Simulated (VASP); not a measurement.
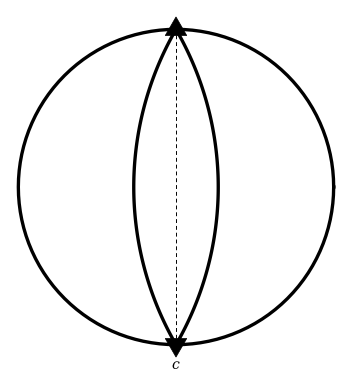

Stereographic projection: heavy lines are mirror planes (a heavy rim: a mirror in the plane of the page); lens, triangle, square and hexagon are 2-, 3-, 4- and 6-fold axes, a lens in an open square is −4, a triangle in an open hexagon −6; thin dashed diameters join the ends of axes that lie in the page; a small open circle marks inversion. The b axis points at the viewer. Computed from the symmetry operations of a computed or model structure of composition BN.

### Which point group is this?

3m (C3v), order 6, trigonal system: one threefold axis, three mirror planes.

### Can such a crystal be piezoelectric, pyroelectric or chiral?

It is not centrosymmetric; polar, so pyroelectricity and piezoelectricity are allowed; it is not chiral.
